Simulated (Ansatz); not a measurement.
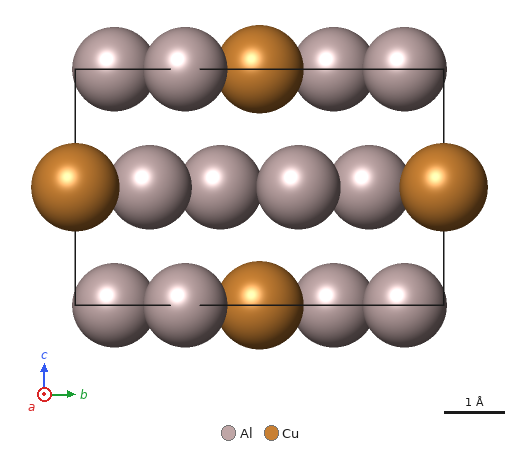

Starting structure of crystalline Al₄Cu (a generated structure, set up in I4/m). Style: spheres-only. Shown: the conventional cell (2 times the calculation's cell), along the a axis. Lengths and directions refer to the drawn axes.

These are results of DFT PBE, scalar-relativistic, plane waves, PAW (Ansatz), not measurements.

Input file:
```yaml
crystal:
  lattice:
    - [-3.1108760464, 3.1108760464, 1.9941455277]
    - [3.1108760464, -3.1108760464, 1.9941455277]
    - [3.1108760464, 3.1108760464, -1.9941455277]
  atoms:
    - { symbol: Al, position: [0.8940907556, 0.2983182548, 0.1924090104] }
    - { symbol: Al, position: [0.1059092444, 0.7016817452, 0.8075909896] }
    - { symbol: Al, position: [0.2983182548, 0.1059092444, 0.4042274991] }
    - { symbol: Al, position: [0.7016817452, 0.8940907556, 0.5957725009] }
    - { symbol: Cu, position: [0.5, 0.5, 0.0] }
basis:
  ecutwfc: 420
kpoints:
  mp_grid: { grid: [12, 12, 12] }
hamiltonian:
  xc: pbe
scf:
  occupations: { method: fermi_dirac, width: 0.15 }
output:
  forces: true
  stress: true
  eigenvalues: true
relax:
  adjacent_minimum: "off"
  f_tol: 0.001
  max_steps: 60
  cell: { stress_tol: 0.01 }
```

Command:
```bash
ansatz run input.yaml --threads 1 --pin off --max-ram 2560MiB --backend cpu --events-out ev --progress --plain --runs-dir out
```

**Where does the relaxation end?**

The largest moves relative to the cell, 0.005 Å, are those of Al1, Al2, Al3 and Al4. Al2 goes along [2 3 0]. Cu stays in place. The volume changes by +0.1 %, with a = b 6.222 → 6.238 Å (+0.3 %), c 3.988 → 3.971 Å (−0.4 %). Among the contacts that change: Al1–Cu5 2.754 → 2.766 Å, Al1–Al2 2.835 → 2.844 Å, Al1–Cu5 (another image) 2.803 → 2.798 Å. The space group stays I4/m (No. 87). Over 4 accepted moves (6 points after the start) the energy falls by 0.1 meV per atom. Largest force component: 0.0049 eV/Å at the start, under 0.0001 eV/Å at the end. Pressure: 0.09 GPa at the start and 0.00 GPa at the end. The SCF was repeated twice at an unchanged geometry on a basis and grid sized afresh for the cell, which shifted the energy by less than 0.05 meV per atom at most. Cost: 2.6 min on 1 thread of Intel(R) Xeon(R) Processor @ 2.70GHz, on a shared host, peak memory 0.64 GiB.

History of the run:

| step | E − E(0), meV/atom | largest force component, eV/Å | pressure, GPa | volume, Å³/atom | note |
| --- | --- | --- | --- | --- | --- |
| 0 | 0.00 | 0.0049 | 0.09 | 15.439 |  |
| 1 | -0.09 | 0.0097 | 0.00 | 15.454 |  |
| 2 | -0.12 | 0.0034 | 0.01 | 15.451 |  |
| 3 | -0.12 | 0.0001 | -0.01 | 15.455 |  |
| 4 | -0.13 | 0.0001 | -0.01 | 15.455 | same geometry, new basis |
| 5 | -0.13 | 0.0000 | 0.00 | 15.454 |  |
| 6 | -0.13 | 0.0000 | 0.00 | 15.454 | same geometry, new basis |

The structure at the end:

```
Al Cu
1.0
    -3.11925    3.11925    1.98536
     3.11925   -3.11925    1.98536
     3.11925    3.11925   -1.98536
Al Cu
4 1
Direct
  0.89470 0.29787 0.19257
  0.10530 0.70213 0.80743
  0.29787 0.10530 0.40317
  0.70213 0.89470 0.59683
  0.50000 0.50000 0.00000
```
